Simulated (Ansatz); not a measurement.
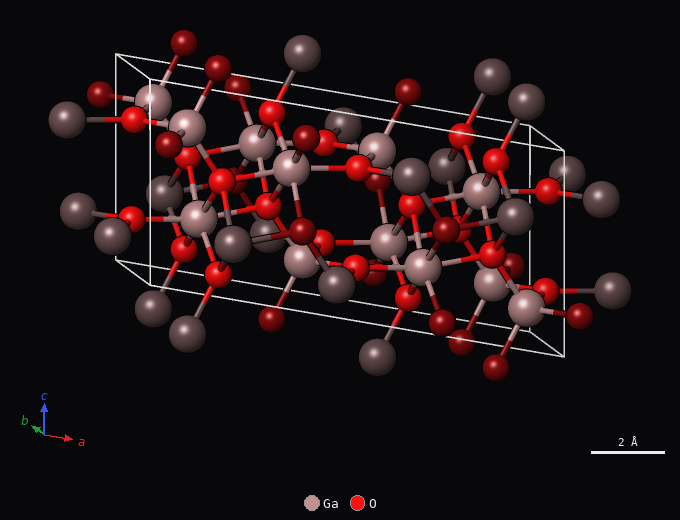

**Figure 1.** The starting structure (ball-and-stick view of the cell 2 times as large as that of the calculation, set on its symmetry axes, seen slightly off an axis; neighbours outside the cell are drawn fainter). Near neighbours in the crystal (not all of them lie inside the picture): Ga has 6 O at 1.94 to 2.08 Å; Ga has 4 O at 1.84 to 1.87 Å; O has 3 Ga at 1.84 to 1.95 Å; O has 4 Ga at 1.87 to 2.08 Å.

## Run report: Ga₂O₃, geometry relaxation (part 1 of 3)

System: Ga₂O₃ (10 atoms in the cell).
Method: DFT PBE, scalar-relativistic, plane waves, PAW, no spin polarisation (Ansatz 0.2.0).

The structure derives from a Materials Project entry.

**The program's output**
```
basis.fft_grid_basis auto: the FFT boxes are laid along the combinations [[1, -1, 0], [0, 1, 0], [0, 0, 1]] of the cell's own vectors, 3.048, 6.326 and 5.817 Å long. The dense box has 24×45×40 points. Along the cell's own vectors, as sized, it would have 45×45×40, 1.88 times as many. Of the 4 symmetry operations that the crystal satisfies within crystal.symmetry.tolerance (time reversal apart; of a slab, those that keep its plane) the dense box along the cell's own vectors carries 4, and the one as laid loses 2 of those. basis.fft_grid_basis: typed keeps the cell's own vectors: state it where this run's energies or levels are differenced outside the engine with another run's, or held beside a run that keeps those vectors. Those combinations have planes normal to reciprocal vector 3, as the cell's own vectors have. Each planar average written beside output.write_density, output.write_potential has a row for each plane of the box: 40. The volumetric files lie along those combinations, not along the cell's own vectors: a cube or XSF file states them, and fields.json those of NumPy files.
Engine: ansatz 0.2.0, aarch64-unknown-linux-gnu
Pseudopotentials: kind: paw
Pseudopotential: Ga, paw, valence charge 13, recommended cutoff 420 eV (normal), Ga.paw.azcp
Pseudopotential: O, paw, valence charge 6, recommended cutoff 420 eV (normal), O.paw.azcp
Functional definition: PBE
  parameter kappa = 0.804
  parameter beta = 0.06672455060314922
  exchange = pbe_x(kappa = kappa, mu = beta*pi^2/3)
  correlation = pbe_c(beta = beta)
Crystal: 10 atoms, lattice volume = 105.734 Å³
Basis set: ecut = 420 eV, 2047 PW (Γ), FFT grids on a1−a2, a2, a3, exchange–correlation on 48×90×80 points (8 copies of the dense FFT grid, shifted against one another)
Bands: 54, of which v1, the nominal top of the filled ones, is band 44 counted from 1 (43 counted from 0)
Symmetry: 4 space group operations
Space group: C2/m (ITA 12), of the structure as read, at distance tolerance 4.7e-5 Å
k-points: 172 of 600
Non-local potential: Ga, projectors of the file, l = 0: 2, l = 1: 2, l = 2: 3, l = 3: 1
Non-local potential: O, projectors of the file, l = 0: 2, l = 1: 2, l = 2: 1
PAW form: soft (Blöchl's): semilocal exchange-correlation on the pseudo side does not see the compensation charge
PAW one-centre angular grid: Ga, 590 points (default); XC on 64 Gauss nodes
PAW one-centre angular grid: O, 110 points (default); XC on 64 Gauss nodes
Initial density: superposition of atomic densities (neutral atoms: chi_scale 0, normalization atom), corrected by the library's trained network
Initial wavefunctions: pseudopotential atomic-orbital guess
Functional: x = pbe(κ = 0.804, μ = 0.2195149727645171), c = pbe(β = 0.06672455060314922)
SCF iter   1: F=—  HF=-18540.039215 eV  |F-HF|=—  |Δ(HF+E_count)|=         —  Δρ=1.11e-3  dr2=4.15e-4  ethr=1.77e-3  ⟨swp⟩=6.1  Hψ=34070  notcnv=0  defer=19
preconditioner: auto → Resta (q_TF=auto, 2.646 Å⁻¹)  ε∞=4.7  [insulator: Δε(μ)=2.301 eV  Ē_g=17.726 eV  σ=0.020 eV  W_gap=1.00  n_scr=34 (ndim 8)  ℏωp=33.9 eV  f_vac=0.015  D(μ)=0.00/eV (n_scr^D=0)  ε∞_Penn≈4.7]
SCF iter   2: F=—  HF=-18540.040247 eV  |F-HF|=—  |Δ(HF+E_count)|=   1.03e-3  Δρ=5.88e-4  dr2=1.33e-4  ethr=4.72e-7  ⟨swp⟩=2.8  Hψ=19394  notcnv=0  defer=463
SCF iter   3: F=—  HF=-18540.040692 eV  |F-HF|=—  |Δ(HF+E_count)|=   4.45e-4  Δρ=2.21e-4  dr2=3.68e-5  ethr=1.51e-7  ⟨swp⟩=2.0  Hψ=16175  notcnv=0  defer=463
SCF iter   4: F=—  HF=-18540.040795 eV  |F-HF|=—  |Δ(HF+E_count)|=   1.03e-4  Δρ=6.23e-5  dr2=3.62e-6  ethr=4.18e-8  ⟨swp⟩=2.0  Hψ=15173  notcnv=0  defer=463
SCF iter   5: F=—  HF=-18540.040798 eV  |F-HF|=—  |Δ(HF+E_count)|=   2.77e-6  Δρ=2.85e-5  dr2=8.35e-7  ethr=4.11e-9  ⟨swp⟩=2.0  Hψ=15028  notcnv=0  defer=463
SCF iter   6: F=—  HF=-18540.040798 eV  |F-HF|=—  |Δ(HF+E_count)|=   3.65e-7  Δρ=1.46e-5  dr2=1.75e-7  ethr=9.49e-10  ⟨swp⟩=2.0  Hψ=16000  notcnv=0  defer=463
SCF iter   7: F=-18540.040798 eV  HF=-18540.040798 eV  |F-HF|=7.89e-9  |Δ(HF+E_count)|=   4.57e-8  Δρ=3.91e-6  dr2=1.03e-8  ethr=1.14e-10  ⟨swp⟩=13.0  Hψ=61796  notcnv=0
SCF 1 converged in 7 iterations: F = -18540.040798 eV  dr2 = 1.03e-8
  greatest PAW one-centre occupation: 0.998 electrons in one spin orbital (limit 2), on the Ga atom at site 1 (counted from 0), in its partial waves of l = 2
relax step   1: F+E_penalty+E_count = -18540.04079803 eV  Δ(F+E_penalty+E_count) = +0.000e0 eV  max|allowed force component| = 1.520e-1 eV/Å  Δτ_max = 0.0000 Å  P = +6.744 GPa  Ω = 105.734 Å³  (7 SCF iters, dr2 threshold 1.00e-7 eV, accepted)
Crystal: 10 atoms, lattice volume = 107.975 Å³
Basis set: ecut = 420 eV, 2089 PW (Γ), FFT grids on a1−a2, a2, a3, exchange–correlation on 48×90×80 points (8 copies of the dense FFT grid, shifted against one another)
Initial density: handed on by an earlier stage of this run
Initial wavefunctions: those handed on with the density
iter 1 solved again at ethr=1.29e-5 eV; its pass at ethr=3.10e-3 eV (dr2=1.13e-2 eV) is discarded
SCF iter   1: F=—  HF=-18540.094892 eV  |F-HF|=—  |Δ(HF+E_count)|=         —  Δρ=3.93e-3  dr2=1.12e-2  ethr=1.29e-5  ⟨swp⟩=2.9  Hψ=43915  notcnv=0
preconditioner: auto → Resta (q_TF=auto, 2.637 Å⁻¹)  ε∞=4.7  [insulator: Δε(μ)=2.121 eV  Ē_g=17.530 eV  σ=0.020 eV  W_gap=1.00  n_scr=34 (ndim 8)  ℏωp=33.5 eV  f_vac=0.020  D(μ)=0.00/eV (n_scr^D=0)  ε∞_Penn≈4.7]
SCF iter   2: F=—  HF=-18540.091978 eV  |F-HF|=—  |Δ(HF+E_count)|=   2.91e-3  Δρ=1.37e-3  dr2=1.14e-3  ethr=1.27e-5  ⟨swp⟩=2.6  Hψ=18338  notcnv=0
SCF iter   3: F=—  HF=-18540.091949 eV  |F-HF|=—  |Δ(HF+E_count)|=   2.91e-5  Δρ=6.28e-4  dr2=3.31e-4  ethr=1.30e-6  ⟨swp⟩=1.0  Hψ=9288  notcnv=0
SCF iter   4: F=—  HF=-18540.092123 eV  |F-HF|=—  |Δ(HF+E_count)|=   1.74e-4  Δρ=1.68e-4  dr2=2.36e-5  ethr=3.76e-7  ⟨swp⟩=2.4  Hψ=17058  notcnv=0
SCF iter   5: F=—  HF=-18540.092132 eV  |F-HF|=—  |Δ(HF+E_count)|=   9.14e-6  Δρ=1.02e-4  dr2=8.77e-6  ethr=2.68e-8  ⟨swp⟩=2.0  Hψ=16739  notcnv=0
SCF iter   6: F=-18540.092132 eV  HF=-18540.092131 eV  |F-HF|=2.15e-7  |Δ(HF+E_count)|=   4.40e-7  Δρ=1.74e-5  dr2=2.65e-7  ethr=1.14e-9  ⟨swp⟩=8.3  Hψ=71275  notcnv=0
SCF 2 converged in 6 iterations: F = -18540.092132 eV  dr2 = 2.65e-7
relax step   2: F+E_penalty+E_count = -18540.09213156 eV  Δ(F+E_penalty+E_count) = -5.133e-2 eV  max|allowed force component| = 8.979e-2 eV/Å  Δτ_max = 0.0124 Å  P = +2.634 GPa  Ω = 107.975 Å³  energy of the carried Pulay correction = -1.064e-2 eV  (6 SCF iters, dr2 threshold 1.00e-6 eV, accepted)
Crystal: 10 atoms, lattice volume = 109.375 Å³
Basis set: ecut = 420 eV, 2133 PW (Γ), FFT grids on a1−a2, a2, a3, exchange–correlation on 48×90×80 points (8 copies of the dense FFT grid, shifted against one another)
iter 1 solved again at ethr=5.29e-6 eV; its pass at ethr=3.10e-3 eV (dr2=4.65e-3 eV) is discarded
SCF iter   1: F=—  HF=-18540.099037 eV  |F-HF|=—  |Δ(HF+E_count)|=         —  Δρ=2.39e-3  dr2=4.47e-3  ethr=5.29e-6  ⟨swp⟩=2.6  Hψ=44554  notcnv=0
preconditioner: auto → Resta (q_TF=auto, 2.631 Å⁻¹)  ε∞=4.7  [insulator: Δε(μ)=2.018 eV  Ē_g=17.434 eV  σ=0.020 eV  W_gap=1.00  n_scr=34 (ndim 8)  ℏωp=33.3 eV  f_vac=0.021  D(μ)=0.00/eV (n_scr^D=0)  ε∞_Penn≈4.7]
SCF iter   2: F=—  HF=-18540.097812 eV  |F-HF|=—  |Δ(HF+E_count)|=   1.22e-3  Δρ=7.33e-4  dr2=3.85e-4  ethr=5.08e-6  ⟨swp⟩=2.7  Hψ=18465  notcnv=0
SCF iter   3: F=—  HF=-18540.097938 eV  |F-HF|=—  |Δ(HF+E_count)|=   1.26e-4  Δρ=3.59e-4  dr2=1.24e-4  ethr=4.37e-7  ⟨swp⟩=1.0  Hψ=9288  notcnv=0
SCF iter   4: F=—  HF=-18540.097960 eV  |F-HF|=—  |Δ(HF+E_count)|=   2.15e-5  Δρ=8.22e-5  dr2=5.44e-6  ethr=1.40e-7  ⟨swp⟩=2.2  Hψ=16271  notcnv=0
SCF iter   5: F=—  HF=-18540.097964 eV  |F-HF|=—  |Δ(HF+E_count)|=   4.78e-6  Δρ=5.28e-5  dr2=2.36e-6  ethr=1.14e-9  ⟨swp⟩=11.3  Hψ=86958  notcnv=0
SCF iter   6: F=-18540.097963 eV  HF=-18540.097963 eV  |F-HF|=9.54e-8  |Δ(HF+E_count)|=   9.78e-7  Δρ=1.10e-5  dr2=9.38e-8  ethr=1.14e-9  ⟨swp⟩=6.9  Hψ=66108  notcnv=0
SCF 3 converged in 6 iterations: F = -18540.097963 eV  dr2 = 9.38e-8
relax step   3: F+E_penalty+E_count = -18540.09796341 eV  Δ(F+E_penalty+E_count) = -5.832e-3 eV  max|allowed force component| = 2.333e-2 eV/Å  Δτ_max = 0.0038 Å  P = +0.135 GPa  Ω = 109.375 Å³  energy of the carried Pulay correction = -1.717e-2 eV  (6 SCF iters, dr2 threshold 1.00e-6 eV, accepted)
Crystal: 10 atoms, lattice volume = 109.450 Å³
Basis set: ecut = 420 eV, 2137 PW (Γ), FFT grids on a1−a2, a2, a3, exchange–correlation on 48×90×80 points (8 copies of the dense FFT grid, shifted against one another)
iter 1 solved again at ethr=2.09e-7 eV; its pass at ethr=3.10e-3 eV (dr2=1.84e-4 eV) is discarded
SCF iter   1: F=—  HF=-18540.097746 eV  |F-HF|=—  |Δ(HF+E_count)|=         —  Δρ=7.43e-4  dr2=1.84e-4  ethr=2.09e-7  ⟨swp⟩=2.2  Hψ=35511  notcnv=0
preconditioner: auto → Resta (q_TF=auto, 2.631 Å⁻¹)  ε∞=4.6  [insulator: Δε(μ)=2.024 eV  Ē_g=17.444 eV  σ=0.020 eV  W_gap=1.00  n_scr=34 (ndim 8)  ℏωp=33.3 eV  f_vac=0.019  D(μ)=0.00/eV (n_scr^D=0)  ε∞_Penn≈4.6]
SCF iter   2: F=—  HF=-18540.097835 eV  |F-HF|=—  |Δ(HF+E_count)|=   8.88e-5  Δρ=3.60e-4  dr2=4.26e-5  ethr=2.09e-7  ⟨swp⟩=2.3  Hψ=15927  notcnv=0
SCF iter   3: F=—  HF=-18540.097833 eV  |F-HF|=—  |Δ(HF+E_count)|=   2.08e-6  Δρ=7.15e-5  dr2=4.45e-6  ethr=4.84e-8  ⟨swp⟩=2.3  Hψ=16265  notcnv=0
SCF iter   4: F=—  HF=-18540.097833 eV  |F-HF|=—  |Δ(HF+E_count)|=   5.97e-8  Δρ=2.54e-5  dr2=7.14e-7  ethr=5.05e-9  ⟨swp⟩=2.0  Hψ=15890  notcnv=0
SCF iter   5: F=—  HF=-18540.097833 eV  |F-HF|=—  |Δ(HF+E_count)|=   1.78e-7  Δρ=1.88e-5  dr2=2.95e-7  ethr=2.23e-10  ⟨swp⟩=10.4  Hψ=66662  notcnv=0
SCF iter   6: F=-18540.097833 eV  HF=-18540.097833 eV  |F-HF|=9.83e-9  |Δ(HF+E_count)|=   6.33e-8  Δρ=2.86e-6  dr2=9.44e-9  ethr=2.23e-10  ⟨swp⟩=8.1  Hψ=57516  notcnv=0
SCF 4 converged in 6 iterations: F = -18540.097833 eV  dr2 = 9.44e-9
relax step   4: F+E_penalty+E_count = -18540.09783339 eV  Δ(F+E_penalty+E_count) = +1.300e-4 eV  max|allowed force component| = 1.601e-2 eV/Å  Δτ_max = 0.0032 Å  P = -0.019 GPa  Ω = 109.450 Å³  energy of the carried Pulay correction = -1.752e-2 eV  (6 SCF iters, dr2 threshold 1.96e-7 eV, accepted)
Crystal: 10 atoms, lattice volume = 109.440 Å³
iter 1 solved again at ethr=2.63e-7 eV; its pass at ethr=3.10e-3 eV (dr2=2.32e-4 eV) is discarded
SCF iter   1: F=—  HF=-18540.097882 eV  |F-HF|=—  |Δ(HF+E_count)|=         —  Δρ=8.13e-4  dr2=2.29e-4  ethr=2.63e-7  ⟨swp⟩=3.1  Hψ=35973  notcnv=0
preconditioner: auto → Resta (q_TF=auto, 2.631 Å⁻¹)  ε∞=4.6  [insulator: Δε(μ)=2.026 eV  Ē_g=17.446 eV  σ=0.020 eV  W_gap=1.00  n_scr=34 (ndim 8)  ℏωp=33.3 eV  f_vac=0.019  D(μ)=0.00/eV (n_scr^D=0)  ε∞_Penn≈4.6]
SCF iter   2: F=—  HF=-18540.097820 eV  |F-HF|=—  |Δ(HF+E_count)|=   6.17e-5  Δρ=3.87e-4  dr2=4.95e-5  ethr=2.61e-7  ⟨swp⟩=2.9  Hψ=13190  notcnv=0
SCF iter   3: F=—  HF=-18540.097944 eV  |F-HF|=—  |Δ(HF+E_count)|=   1.24e-4  Δρ=6.38e-5  dr2=3.15e-6  ethr=5.62e-8  ⟨swp⟩=2.5  Hψ=17240  notcnv=0
SCF iter   4: F=—  HF=-18540.097942 eV  |F-HF|=—  |Δ(HF+E_count)|=   1.79e-6  Δρ=2.15e-5  dr2=4.92e-7  ethr=3.58e-9  ⟨swp⟩=2.0  Hψ=16611  notcnv=0
SCF iter   5: F=—  HF=-18540.097942 eV  |F-HF|=—  |Δ(HF+E_count)|=   2.28e-7  Δρ=7.67e-6  dr2=6.36e-8  ethr=5.59e-10  ⟨swp⟩=2.0  Hψ=12325  notcnv=0
SCF iter   6: F=-18540.097942 eV  HF=-18540.097942 eV  |F-HF|=8.43e-9  |Δ(HF+E_count)|=   3.45e-8  Δρ=3.07e-6  dr2=8.44e-9  ethr=1.82e-11  ⟨swp⟩=7.5  Hψ=55829  notcnv=0
SCF 5 converged in 6 iterations: F = -18540.097942 eV  dr2 = 8.44e-9
relax step   5: F+E_penalty+E_count = -18540.09794212 eV  Δ(F+E_penalty+E_count) = -1.087e-4 eV  max|allowed force component| = 9.072e-3 eV/Å  Δτ_max = 0.0029 Å  P = +0.000 GPa  Ω = 109.440 Å³  energy of the carried Pulay correction = -1.748e-2 eV  (6 SCF iters, dr2 threshold 1.60e-8 eV, accepted)
iter 1 solved again at ethr=1.93e-8 eV; its pass at ethr=3.10e-3 eV (dr2=1.70e-5 eV) is discarded
SCF iter   1: F=—  HF=-18540.097827 eV  |F-HF|=—  |Δ(HF+E_count)|=         —  Δρ=2.06e-4  dr2=1.71e-5  ethr=1.93e-8  ⟨swp⟩=2.4  Hψ=30690  notcnv=0
preconditioner: auto → Resta (q_TF=auto, 2.631 Å⁻¹)  ε∞=4.6  [insulator: Δε(μ)=2.025 eV  Ē_g=17.446 eV  σ=0.020 eV  W_gap=1.00  n_scr=34 (ndim 8)  ℏωp=33.3 eV  f_vac=0.019  D(μ)=0.00/eV (n_scr^D=0)  ε∞_Penn≈4.6]
SCF iter   2: F=—  HF=-18540.097952 eV  |F-HF|=—  |Δ(HF+E_count)|=   1.25e-4  Δρ=9.65e-5  dr2=3.51e-6  ethr=1.93e-8  ⟨swp⟩=2.8  Hψ=15515  notcnv=0
SCF iter   3: F=—  HF=-18540.097951 eV  |F-HF|=—  |Δ(HF+E_count)|=   1.06e-6  Δρ=2.45e-5  dr2=4.45e-7  ethr=3.99e-9  ⟨swp⟩=2.0  Hψ=14739  notcnv=0
SCF iter   4: F=—  HF=-18540.097951 eV  |F-HF|=—  |Δ(HF+E_count)|=   1.68e-8  Δρ=4.76e-6  dr2=3.53e-8  ethr=5.06e-10  ⟨swp⟩=2.5  Hψ=14885  notcnv=0
SCF iter   5: F=-18540.097951 eV  HF=-18540.097951 eV  |F-HF|=1.51e-9  |Δ(HF+E_count)|=   3.02e-8  Δρ=1.60e-6  dr2=3.13e-9  ethr=5.84e-12  ⟨swp⟩=7.2  Hψ=52204  notcnv=0
SCF 6 converged in 5 iterations: F = -18540.097951 eV  dr2 = 3.13e-9
relax step   6: F+E_penalty+E_count = -18540.09795122 eV  Δ(F+E_penalty+E_count) = -9.103e-6 eV  max|allowed force component| = 1.630e-3 eV/Å  Δτ_max = 0.0009 Å  P = +0.001 GPa  Ω = 109.440 Å³  energy of the carried Pulay correction = -1.747e-2 eV  (5 SCF iters, dr2 threshold 5.14e-9 eV, accepted)
Initial wavefunctions: pseudopotential atomic-orbital guess (no wavefunctions were taken with the density)
iter 1 solved again at ethr=1.18e-7 eV; its pass at ethr=3.10e-3 eV (dr2=1.04e-4 eV) is discarded
```
